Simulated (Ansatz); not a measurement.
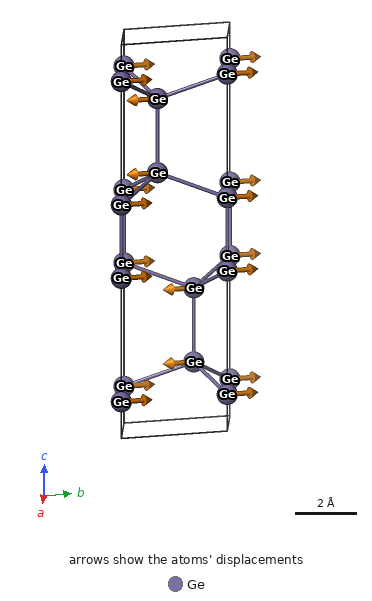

Lattice vibrations of a crystal of Ge, space group P6₃/mmc (No. 194), at the zone centre. The optical levels lie at 52 (×2), 56 (×2), 62 (×2), 135, 137, 222, 238, 278, 283 (×3), 285 (×2), 286 (×2), 296 (×3) cm⁻¹. One mode is drawn. The orange arrows are the displacements of the atoms (eigenvector over the root of the mass), of arbitrary overall length and sign. Style: ball-and-stick. Shown: the cell of the calculation, from a free direction.

All numbers below come from DFT r2SCAN, scalar-relativistic, plane waves, PAW in Ansatz 0.2.0. (plane-wave cutoff 500 eV; k-point mesh 12 × 12 × 4; occupations gaussian; smearing width 0.03 eV; no spin polarisation)

Frequencies are those without the non-analytic (LO–TO) term.

To which level does it belong?

Answer. The level at 283 cm⁻¹. This is a triply degenerate mode (one member of the set is drawn), optical level 9 of 12, counted from below. The Ge (4e) sublattice moves against the Ge (4f) sublattice, along b.
